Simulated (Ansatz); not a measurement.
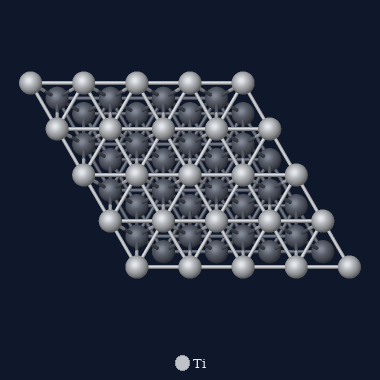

The system is B on a Ti(111) slab cut from the Fm-3m phase, its upper half relaxed before the scan (12 atoms of substrate and one adsorbate in a 2 × 2 cell); the picture shows it without the atoms that are moved over the map. B is moved over the surface cell; relaxed at each place: the height of the adsorbate's atoms; substrate rigid; the origin of the map has the adsorbate above Ti9. Places are given modulo a cell vector. The map is drawn in real space over the plane of the surface. The scan uses a 6 × 6 grid; 10 points were computed and 26 follow by symmetry. Places are given in fractions of the 1 × 1 surface cell. All energies are given in eV relative to the lowest grid point. Level of theory: DFT PBE, scalar-relativistic, plane waves, PAW (Ansatz). Settings: cutoff 420 eV, k-mesh 6×6×1, gaussian smearing 0.1 eV, no spin polarisation.

Range: position of B13 along the first surface vector from 0.000 to 0.833; position of B13 along the second surface vector from 0.000 to 0.833.

What landscape does the calculation give?

The lowest grid point is at a threefold hollow over a second-layer Ti atom, (2/6, 4/6) of the cell vectors. A higher local minimum lies near a threefold hollow over a third-layer Ti atom, (4/6, 2/6) of the cell vectors (0.19 eV above the lowest at that grid point). The highest grid point, the top site over a surface Ti atom, (0/6, 0/6) of the cell vectors, lies 1.87 eV above the lowest. On the interpolated surface the easiest way out of the lowest well to the well at a threefold hollow over a third-layer Ti atom, (4/6, 2/6) of the cell vectors passes a barrier of about 0.75 eV. At the lowest point the adsorbate has 3 Ti at 2.12 Å as nearest neighbours, at the highest 1 Ti at 1.95 Å. Its relaxed height above the top atom is 1.30 Å at the lowest and 1.95 Å at the highest point.

| second ↓, first → | 0/6 | 1/6 | 2/6 | 3/6 | 4/6 | 5/6 |
| --- | --- | --- | --- | --- | --- | --- |
| 5/6 | 1.73 | 1.39 | 0.63 | 0.63 | 1.39 | 1.73 |
| 4/6 | 1.27 | 0.63 | 0.00 | 0.63 | 1.27 | 1.44 |
| 3/6 | 0.75 | 0.63 | 0.63 | 0.75 | 0.74 | 0.74 |
| 2/6 | 1.27 | 1.39 | 1.27 | 0.74 | 0.19 | 0.74 |
| 1/6 | 1.73 | 1.73 | 1.44 | 0.74 | 0.74 | 1.44 |
| 0/6 | 1.87 | 1.73 | 1.27 | 0.75 | 1.27 | 1.73 |

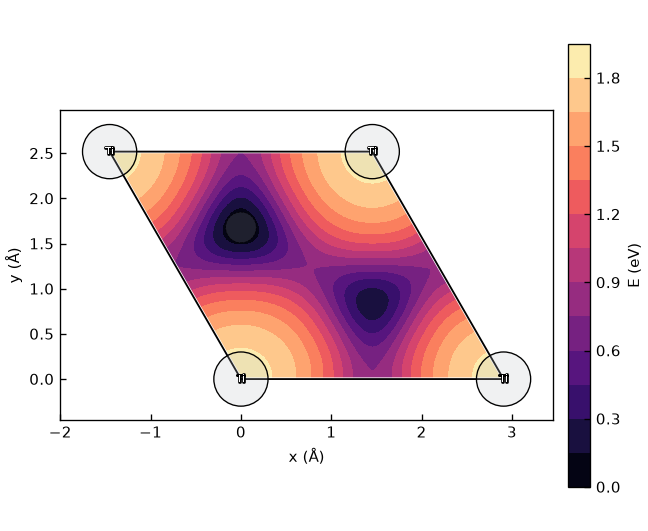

In the figure: filled contours, labelled circles for the atoms of the top layer and small ones for the second layer, the outline of one cell of the plane. Between grid points the surface is interpolated.

The whole map (10 points run) took 19 min on 2 threads of AMD EPYC 7R43 64-Core Processor (Zen 3), with other jobs on the host.

PAW datasets: the set soft_1.
